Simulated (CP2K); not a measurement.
Input

```
&GLOBAL
  PROJECT hfn_scf
  RUN_TYPE ENERGY_FORCE
  PRINT_LEVEL LOW
&END GLOBAL
&FORCE_EVAL
  METHOD QS
  STRESS_TENSOR ANALYTICAL
  &DFT
    BASIS_SET_FILE_NAME BASIS_MOLOPT
    POTENTIAL_FILE_NAME GTH_POTENTIALS
    &MGRID
      CUTOFF 450
      REL_CUTOFF 60
      NGRIDS 4
    &END MGRID
    &QS
      METHOD GPW
      EPS_DEFAULT 1.0E-9
    &END QS
    &KPOINTS
      SCHEME MONKHORST-PACK 7 7 5
      GAMMA_CENTERED T
      SYMMETRY T
      SYMMETRY_BACKEND SPGLIB
    &END KPOINTS
    &SCF
      SCF_GUESS ATOMIC
      EPS_SCF 1.0E-6
      MAX_SCF 100
      ADDED_MOS 13
      CHOLESKY OFF
      EPS_EIGVAL 1.0E-7
      &DIAGONALIZATION ON
        ALGORITHM STANDARD
      &END DIAGONALIZATION
      &MIXING ON
        METHOD BROYDEN_MIXING
        ALPHA 0.4
        BETA 1.5
        NBUFFER 8
      &END MIXING
      &SMEAR ON
        METHOD FERMI_DIRAC
        ELECTRONIC_TEMPERATURE [K] 580.226
      &END SMEAR
    &END SCF
    &XC
      &XC_FUNCTIONAL
        &LDA_X
        &END LDA_X
        &LDA_C_PW
        &END LDA_C_PW
      &END XC_FUNCTIONAL
    &END XC
    &PRINT
      &KPOINTS ON
      &END KPOINTS
      &MULLIKEN ON
      &END MULLIKEN
      &MO ON
        ENERGIES T
        OCCUPATION_NUMBERS T
        &EACH
          QS_SCF 0
        &END EACH
        ADD_LAST NUMERIC
      &END MO
      &E_DENSITY_CUBE ON
        STRIDE 1
      &END E_DENSITY_CUBE
      &V_HARTREE_CUBE ON
        STRIDE 1
      &END V_HARTREE_CUBE
      &ELF_CUBE ON
        STRIDE 1
      &END ELF_CUBE
    &END PRINT
  &END DFT
  &SUBSYS
    &CELL
      A 3.4332100000 0.0000000000 0.0000000000
      B -1.7166000000 2.9732400000 0.0000000000
      C 0.0000000000 0.0000000000 3.9698200000
      PERIODIC XYZ
    &END CELL
    &COORD
      Hf  0.0000000000 0.0000000000 1.9849100000
      N   0.0000000000 0.0000000000 0.0000000000
    &END COORD
    &KIND Hf
      BASIS_SET DZVP-MOLOPT-SR-GTH-q12
      POTENTIAL GTH-PADE-q12
    &END KIND
    &KIND N
      BASIS_SET DZVP-MOLOPT-SR-GTH-q5
      POTENTIAL GTH-PADE-q5
    &END KIND
    &PRINT
      &ATOMIC_COORDINATES ON
      &END ATOMIC_COORDINATES
      &CELL ON
      &END CELL
    &END PRINT
  &END SUBSYS
  &PRINT
    &FORCES ON
    &END FORCES
    &STRESS_TENSOR ON
    &END STRESS_TENSOR
  &END PRINT
&END FORCE_EVAL
```

Launched as:

```sh
OMP_NUM_THREADS=1 cp2k.psmp -i hfn_scf.inp -o hfn_scf.out
```

Below, planes, directions and counts refer to the conventional cell (a = 3.43 Å, b = 3.43 Å, c = 3.97 Å, α = 90.00°, β = 90.00°, γ = 120.00°).

Space group P6/mmm; a generated structure, not necessarily the stable one; computed pressure about −15 GPa in this cell.

Method: Kohn-Sham DFT of a periodic cell, LDA, GTH-PADE with SR-DZVP basis (CP2K 2026.2).

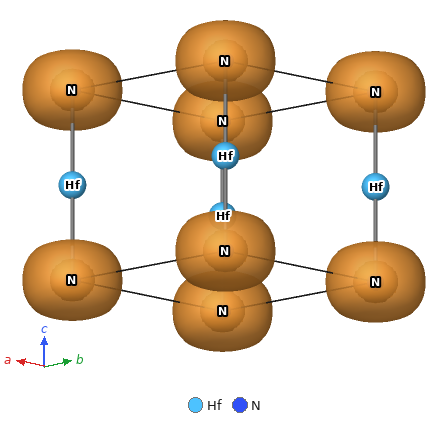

HfN. Isosurface of the ELF at 0.7 (orange), seen at an oblique angle. Only the valence region is drawn (cores and ρ < 0.01 e/Å³ removed). Sticks mark near contacts.

In a pseudopotential calculation such maps are meaningful between the atoms, not at the nuclei.

> What do the ELF domains correspond to?

At this value the surface marks out one region wrapped around N (its valence shell), counted in one cell of 2 atoms. Regions shared between cells count once. Along the contacts the grid gives the following. Hf–N (1.98 Å): the ELF peaks at about 0.85 in the valence shell of N, 0.5 Å from its nucleus, and drops to about 0.30 between the two atoms.
